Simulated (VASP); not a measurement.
## Geometry relaxation of SnO (part 3 of 3)

SnO (P4/nmm, 4 atoms in the cell); Kohn-Sham DFT of a periodic cell, PBE, VASP PAW PBE potentials, hard, no spin polarisation (VASP 6.6.1); cutoff 900 eV, 8×8×6 k-mesh, Gaussian smearing of 0.02 eV. The structure derives from an entry of the Crystallography Open Database.

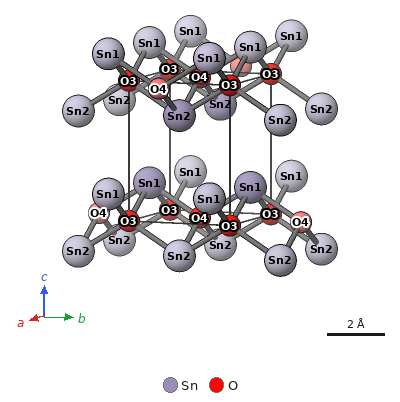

*The geometry at step 6 of the log (ball-and-stick view of the cell of the calculation, seen slightly off an axis; neighbours outside the cell are drawn fainter; atoms are numbered from 1 in the order of the input).*

Parts of OUTCAR, continued
```
  FORCE on cell =-STRESS in cart. coord.  units (eV):
  Direction    XX          YY          ZZ          XY          YZ          ZX
  --------------------------------------------------------------------------------------
  -------------------------------------------------------------------------------------
  Total       -0.0086205     -0.0086205     -0.0014119      0.0000000     -0.0000000      0.0000000
  in kB       -0.1846018     -0.1846018     -0.0302348      0.0000000     -0.0000000      0.0000000
  external PRESSURE =      -0.1331461 kB  Pullay stress =       0.0000000 kB

 VOLUME and BASIS-vectors are now :
 -----------------------------------------------------------------------------
  energy-cutoff  :      900.00
  volume of cell :       74.82
      direct lattice vectors                 reciprocal lattice vectors
     3.866270332  0.000000000  0.000000000     0.258647201  0.000000000  0.000000000
     0.000000000  3.866270332  0.000000000     0.000000000  0.258647201 -0.000000000
     0.000000000  0.000000000  5.005195797     0.000000000 -0.000000000  0.199792384

 POSITION                                       TOTAL-FORCE (eV/Angst)
 -----------------------------------------------------------------------------------
      1.93314      0.00000      1.16190        -0.000000     -0.000000     -0.001884
      0.00000      1.93314      3.84329         0.000000      0.000000      0.001884
      0.00000      0.00000      0.00000        -0.000000      0.000000      0.000000
      1.93314      1.93314      0.00000        -0.000000     -0.000000      0.000000
 -----------------------------------------------------------------------------------
    total drift:                               -0.000000      0.000000     -0.000000

  FREE ENERGIE OF THE ION-ELECTRON SYSTEM (eV)
  ---------------------------------------------------
  free  energy   TOTEN  =       -22.7378652103 eV

  energy  without entropy=      -22.7378652103  energy(sigma->0) =      -22.73786521

--------------------------------------- Ionic step       13  -------------------------------------------

 number of electron      40.0000003 magnetization

 Free energy of the ion-electron system (eV)
  ---------------------------------------------------
  ext. energy  EPLUGINS =         0.00000000
  ---------------------------------------------------
  free energy    TOTEN  =       -22.73786594 eV

  energy without entropy =      -22.73786594  energy(sigma->0) =      -22.73786594

 E-fermi :   6.6056     XC(G=0):  -9.9047     alpha+bet :-11.8534

 val. band max:        6.4918901239   @ k =   0.0000   0.0000   0.0000
 cond. band min:       6.8917408880   @ k =   0.5000   0.5000   0.0000
 fundamental gap:      0.3998507641
 Fermi energy:         6.6056364161

 k-point     1 :       0.0000    0.0000    0.0000
  band No.  band energies     occupation
      1     -15.2710      2.00000
      2     -14.9088      2.00000
      3     -14.9055      2.00000
      4     -14.9055      2.00000
      5     -14.8756      2.00000
      6     -14.8614      2.00000
      7     -14.8306      2.00000
      8     -14.8211      2.00000
      9     -14.8031      2.00000
     10     -14.8031      2.00000
     11     -13.2234      2.00000
     12     -10.8408      2.00000
     13      -0.8550      2.00000
     14       0.1881      2.00000
     15       0.6542      2.00000
     16       0.6542      2.00000
     17       3.3235      2.00000
     18       3.6030      2.00000
     19       3.6030      2.00000
     20       6.4919      2.00000
     21       8.4438      0.00000
     22      10.6877      0.00000
     23      11.3159      0.00000
     24      11.3159      0.00000

 k-point     2 :       0.1250    0.0000    0.0000
  band No.  band energies     occupation
      1     -15.2629      2.00000
      2     -14.9083      2.00000
      3     -14.9030      2.00000
      4     -14.9030      2.00000
      5     -14.8770      2.00000
      6     -14.8575      2.00000
      7     -14.8569      2.00000
      8     -14.8325      2.00000
      9     -14.8055      2.00000
     10     -14.8031      2.00000
     11     -13.1092      2.00000
     12     -10.9122      2.00000
     13      -0.9087      2.00000
     14       0.1947      2.00000
     15       0.7251      2.00000
     16       0.7514      2.00000
     17       3.0981      2.00000
     18       3.4703      2.00000
     19       3.4824      2.00000
     20       6.4785      2.00000
     21       8.8912      0.00000
     22      10.1729      0.00000
     23      11.1548      0.00000
     24      11.4072      0.00000

 k-point     3 :       0.2500    0.0000    0.0000
  band No.  band energies     occupation
      1     -15.2401      2.00000
      2     -14.9705      2.00000
      3     -14.8968      2.00000
      4     -14.8954      2.00000
      5     -14.8804      2.00000
      6     -14.8771      2.00000
      7     -14.8439      2.00000
      8     -14.8366      2.00000
      9     -14.8123      2.00000
     10     -14.8035      2.00000
     11     -12.8046      2.00000
     12     -11.1266      2.00000
     13      -0.9908      2.00000
     14       0.0972      2.00000
     15       0.9573      2.00000
     16       1.0335      2.00000
     17       2.7282      2.00000
     18       3.1043      2.00000
     19       3.2557      2.00000
     20       6.0919      2.00000
     21       9.3985      0.00000
     22       9.7799      0.00000
     23      11.1099      0.00000
     24      11.6663      0.00000

 k-point     4 :       0.3750    0.0000    0.0000
  band No.  band energies     occupation
      1     -15.2034      2.00000
      2     -15.0681      2.00000
      3     -14.8904      2.00000
      4     -14.8845      2.00000
      5     -14.8838      2.00000
      6     -14.8718      2.00000
      7     -14.8378      2.00000
      8     -14.8262      2.00000
      9     -14.8222      2.00000
     10     -14.8046      2.00000
     11     -12.3819      2.00000
     12     -11.4735      2.00000
     13      -0.9423      2.00000
     14      -0.2514      2.00000
     15       1.3519      2.00000
     16       1.4702      2.00000
     17       2.3695      2.00000
     18       2.5855      2.00000
     19       3.3720      2.00000
     20       5.1325      2.00000
     21       9.3266      0.00000
     22       9.9041      0.00000
     23      11.5346      0.00000
     24      12.0370      0.00000

 k-point     5 :       0.5000    0.0000    0.0000
  band No.  band energies     occupation
      1     -15.1477      2.00000
      2     -15.1477      2.00000
      3     -14.8865      2.00000
      4     -14.8865      2.00000
      5     -14.8749      2.00000
      6     -14.8749      2.00000
      7     -14.8322      2.00000
      8     -14.8322      2.00000
      9     -14.8112      2.00000
     10     -14.8112      2.00000
     11     -11.9137      2.00000
     12     -11.9137      2.00000
     13      -0.6747      2.00000
     14      -0.6747      2.00000
     15       1.8584      2.00000
     16       1.8584      2.00000
     17       2.0111      2.00000
     18       2.0111      2.00000
     19       4.0953      2.00000
     20       4.0953      2.00000
     21       9.5709      0.00000
     22       9.5709      0.00000
     23      12.2558      0.00000
     24      12.2558      0.00000

 [... the levels of 18 k-points are left out ...]

 k-point    24 :       0.5000    0.1250    0.1667
  band No.  band energies     occupation
      1     -15.1567      2.00000
      2     -15.1567      2.00000
      3     -14.8930      2.00000
      4     -14.8930      2.00000
      5     -14.8728      2.00000
      6     -14.8728      2.00000
      7     -14.8224      2.00000
      8     -14.8224      2.00000
      9     -14.8071      2.00000
     10     -14.8071      2.00000
     11     -11.8779      2.00000
     12     -11.8779      2.00000
     13      -0.9505      2.00000
     14      -0.9505      2.00000
     15       1.4769      2.00000
     16       1.4769      2.00000
     17       2.5884      2.00000
     18       2.5884      2.00000
     19       4.3586      2.00000
     20       4.3586      2.00000
     21       9.2218      0.00000
     22       9.2218      0.00000
     23      11.5743      0.00000
     24      11.5743      0.00000

 [... further k-points ...]

------------------------ aborting loop because EDIFF is reached ----------------------------------------

  FORCE on cell =-STRESS in cart. coord.  units (eV):
  Direction    XX          YY          ZZ          XY          YZ          ZX
  --------------------------------------------------------------------------------------
  -------------------------------------------------------------------------------------
  Total       -0.0036226     -0.0036226     -0.0034719      0.0000000      0.0000000      0.0000000
  in kB       -0.0775841     -0.0775841     -0.0743563      0.0000000      0.0000000      0.0000000
  external PRESSURE =      -0.0765082 kB  Pullay stress =       0.0000000 kB

 VOLUME and BASIS-vectors are now :
 -----------------------------------------------------------------------------
  energy-cutoff  :      900.00
  volume of cell :       74.81
      direct lattice vectors                 reciprocal lattice vectors
     3.866161761  0.000000000  0.000000000     0.258654465  0.000000000  0.000000000
     0.000000000  3.866161761  0.000000000     0.000000000  0.258654465 -0.000000000
     0.000000000  0.000000000  5.004904535     0.000000000 -0.000000000  0.199804011

 POSITION                                       TOTAL-FORCE (eV/Angst)
 -----------------------------------------------------------------------------------
      1.93308      0.00000      1.16180        -0.000000      0.000000      0.000585
      0.00000      1.93308      3.84311         0.000000     -0.000000     -0.000585
      0.00000      0.00000      0.00000         0.000000     -0.000000      0.000000
      1.93308      1.93308      0.00000         0.000000      0.000000      0.000000
 -----------------------------------------------------------------------------------
    total drift:                               -0.000000      0.000000     -0.000000

  FREE ENERGIE OF THE ION-ELECTRON SYSTEM (eV)
  ---------------------------------------------------
  free  energy   TOTEN  =       -22.7378659403 eV

  energy  without entropy=      -22.7378659403  energy(sigma->0) =      -22.73786594

 reached required accuracy - stopping structural energy minimisation
```

CONTCAR
```
SnO
   1.00000000000000
     3.8661617608700625    0.0000000000000000    0.0000000000000000
     0.0000000000000000    3.8661617608700625    0.0000000000000000
     0.0000000000000000    0.0000000000000000    5.0049045353127735
  Sn              O
     2     2
Direct
     0.5000000000000000    0.0000000000000000    0.2321317616918351
     0.0000000000000000    0.5000000000000000    0.7678682383081650
     0.0000000000000000    0.0000000000000000    0.0000000000000000
     0.5000000000000000    0.5000000000000000    0.0000000000000000

  0.00000000E+00  0.00000000E+00  0.00000000E+00
  0.00000000E+00  0.00000000E+00  0.00000000E+00
  0.00000000E+00  0.00000000E+00  0.00000000E+00
  0.00000000E+00  0.00000000E+00  0.00000000E+00
```

Trajectory as extended XYZ (Å, eV, eV/Å), 13 frames, from step=0 to step=12
```
4
Lattice="3.8658 0.0000 0.0000 0.0000 3.8658 0.0000 0.0000 0.0000 4.9788" Properties=species:S:1:pos:R:3:forces:R:3 step=0 energy=-22.73766
Sn    1.9329    0.0000    1.1611    0.0000   0.0000   0.0001
Sn    0.0000    1.9329    3.8177    0.0000   0.0000  -0.0001
O     0.0000    0.0000    0.0000    0.0000   0.0000   0.0000
O     1.9329    1.9329    0.0000    0.0000   0.0000   0.0000
4
Lattice="3.8672 0.0000 0.0000 0.0000 3.8672 0.0000 0.0000 0.0000 4.9833" Properties=species:S:1:pos:R:3:forces:R:3 step=1 energy=-22.73771
Sn    1.9336    0.0000    1.1621    0.0000   0.0000  -0.0239
Sn    0.0000    1.9336    3.8211    0.0000   0.0000   0.0239
O     0.0000    3.8672    0.0000    0.0000   0.0000   0.0000
O     1.9336    1.9336    0.0000    0.0000   0.0000   0.0000
4
Lattice="3.8671 0.0000 0.0000 0.0000 3.8671 0.0000 0.0000 0.0000 4.9829" Properties=species:S:1:pos:R:3:forces:R:3 step=2 energy=-22.73771
Sn    1.9336    0.0000    1.1621    0.0000   0.0000  -0.0218
Sn    0.0000    1.9336    3.8208    0.0000   0.0000   0.0218
O     0.0000    0.0000    0.0000    0.0000   0.0000   0.0000
O     1.9336    1.9336    0.0000    0.0000   0.0000   0.0000
4
Lattice="3.8670 0.0000 0.0000 0.0000 3.8670 0.0000 0.0000 0.0000 4.9864" Properties=species:S:1:pos:R:3:forces:R:3 step=3 energy=-22.73775
Sn    1.9335    0.0000    1.1621    0.0000   0.0000  -0.0193
Sn    3.8670    1.9335    3.8244    0.0000   0.0000   0.0193
O     3.8670    0.0000    0.0000    0.0000   0.0000   0.0000
O     1.9335    1.9335    0.0000    0.0000   0.0000   0.0000
4
Lattice="3.8667 0.0000 0.0000 0.0000 3.8667 0.0000 0.0000 0.0000 4.9970" Properties=species:S:1:pos:R:3:forces:R:3 step=4 energy=-22.73784
Sn    1.9334    0.0000    1.1621    0.0000   0.0000  -0.0123
Sn    0.0000    1.9334    3.8349    0.0000   0.0000   0.0123
O     0.0000    0.0000    4.9970    0.0000   0.0000   0.0000
O     1.9334    1.9334    0.0000    0.0000   0.0000   0.0000
4
Lattice="3.8662 0.0000 0.0000 0.0000 3.8662 0.0000 0.0000 0.0000 5.0182" Properties=species:S:1:pos:R:3:forces:R:3 step=5 energy=-22.73781
Sn    1.9331    0.0000    1.1622    0.0000   0.0000   0.0018
Sn    3.8662    1.9331    3.8561    0.0000   0.0000  -0.0018
O     3.8662    0.0000    0.0000    0.0000   0.0000   0.0000
O     1.9331    1.9331    0.0000    0.0000   0.0000   0.0000
4
Lattice="3.8665 0.0000 0.0000 0.0000 3.8665 0.0000 0.0000 0.0000 5.0053" Properties=species:S:1:pos:R:3:forces:R:3 step=6 energy=-22.73786
Sn    1.9332    3.8665    1.1621    0.0000   0.0000  -0.0069
Sn    0.0000    1.9332    3.8432    0.0000   0.0000   0.0069
O     0.0000    0.0000    0.0000    0.0000   0.0000   0.0000
O     1.9332    1.9332    5.0053    0.0000   0.0000   0.0000
4
Lattice="3.8665 0.0000 0.0000 0.0000 3.8665 0.0000 0.0000 0.0000 5.0064" Properties=species:S:1:pos:R:3:forces:R:3 step=7 energy=-22.73786
Sn    1.9332    0.0000    1.1621    0.0000   0.0000  -0.0060
Sn    3.8665    1.9332    3.8443    0.0000   0.0000   0.0060
O     3.8665    0.0000    0.0000    0.0000   0.0000   0.0000
O     1.9332    1.9332    0.0000    0.0000   0.0000   0.0000
4
Lattice="3.8665 0.0000 0.0000 0.0000 3.8665 0.0000 0.0000 0.0000 5.0058" Properties=species:S:1:pos:R:3:forces:R:3 step=8 energy=-22.73786
Sn    1.9332    3.8665    1.1621    0.0000   0.0000  -0.0065
Sn    0.0000    1.9332    3.8437    0.0000   0.0000   0.0065
O     0.0000    0.0000    0.0000    0.0000   0.0000   0.0000
O     1.9332    1.9332    5.0058    0.0000   0.0000   0.0000
4
Lattice="3.8660 0.0000 0.0000 0.0000 3.8660 0.0000 0.0000 0.0000 5.0045" Properties=species:S:1:pos:R:3:forces:R:3 step=9 energy=-22.73787
Sn    1.9330    0.0000    1.1616    0.0000   0.0000   0.0042
Sn    0.0000    1.9330    3.8428    0.0000   0.0000  -0.0042
O     0.0000    0.0000    5.0045    0.0000   0.0000   0.0000
O     1.9330    1.9330    0.0000    0.0000   0.0000   0.0000
4
Lattice="3.8661 0.0000 0.0000 0.0000 3.8661 0.0000 0.0000 0.0000 5.0046" Properties=species:S:1:pos:R:3:forces:R:3 step=10 energy=-22.73787
Sn    1.9330    0.0000    1.1617    0.0000   0.0000   0.0025
Sn    0.0000    1.9330    3.8429    0.0000   0.0000  -0.0025
O     0.0000    0.0000    0.0000    0.0000   0.0000   0.0000
O     1.9330    1.9330    5.0046    0.0000   0.0000   0.0000
4
Lattice="3.8663 0.0000 0.0000 0.0000 3.8663 0.0000 0.0000 0.0000 5.0052" Properties=species:S:1:pos:R:3:forces:R:3 step=11 energy=-22.73787
Sn    1.9331    0.0000    1.1619    0.0000   0.0000  -0.0019
Sn    0.0000    1.9331    3.8433    0.0000   0.0000   0.0019
O     0.0000    0.0000    0.0000    0.0000   0.0000   0.0000
O     1.9331    1.9331    0.0000    0.0000   0.0000   0.0000
4
Lattice="3.8662 0.0000 0.0000 0.0000 3.8662 0.0000 0.0000 0.0000 5.0049" Properties=species:S:1:pos:R:3:forces:R:3 step=12 energy=-22.73787
Sn    1.9331    0.0000    1.1618    0.0000   0.0000   0.0006
Sn    0.0000    1.9331    3.8431    0.0000   0.0000  -0.0006
O     0.0000    0.0000    0.0000    0.0000   0.0000   0.0000
O     1.9331    1.9331    0.0000    0.0000   0.0000   0.0000
```

The run was set up as follows.

INCAR
```
SYSTEM = SnO
PREC = Accurate
ENCUT = 900
EDIFF = 1E-7
ISMEAR = 0
SIGMA = 0.02
LREAL = .False.
LASPH = .True.
NELM = 100
ALGO = Normal
ISIF = 3
LWAVE = .False.
LCHARG = .False.
GGA = PE
IBRION = 2
NSW = 80
EDIFFG = -0.002
```

KPOINTS
```
regular mesh
0
Gamma
  8 8 6
  0 0 0
```

POSCAR
```
SnO                                     
1.0
    3.8657812818      0.0000000000      0.0000000000
    0.0000000000      3.8657812818     -0.0000000000
    0.0000000000     -0.0000000000      4.9787841040
  Sn              O             
     2     2
Direct
     0.5000000000000000    0.0000000000000000    0.2332083272655725
     0.0000000000000000    0.5000000000000000    0.7667916727344276
     0.0000000000000000    0.0000000000000000    1.0000000000000000
     0.5000000000000000    0.5000000000000000    1.0000000000000000
```

Launch command:
```bash
cat potpaw_PBE.64/Sn_d/POTCAR potpaw_PBE.64/O_h/POTCAR > POTCAR
mpirun -np 1 vasp_std > vasp.out
```

Results in brief

- outcome: converged
- space group (tolerance 0.01 Å): P4/nmm (129)
- electrons treated: 40
- free energy: −22.7379 eV
- Fermi energy: 6.606 eV
- gap on the k-point mesh: 0.40 eV
- pressure: −0.01 GPa
- final volume: 74.81 Å³
- largest force (length of the vector) at the end: 0.001 eV/Å
- final cell: a = 3.866 Å, b = 3.866 Å, c = 5.005 Å, α = 90.00°, β = 90.00°, γ = 90.00°
- hardware: 1 thread of Intel Xeon @ 2.90GHz (Ice Lake), 64 GiB of memory available, shared host
- wall time: 17 min
- peak memory: 0.41 GiB
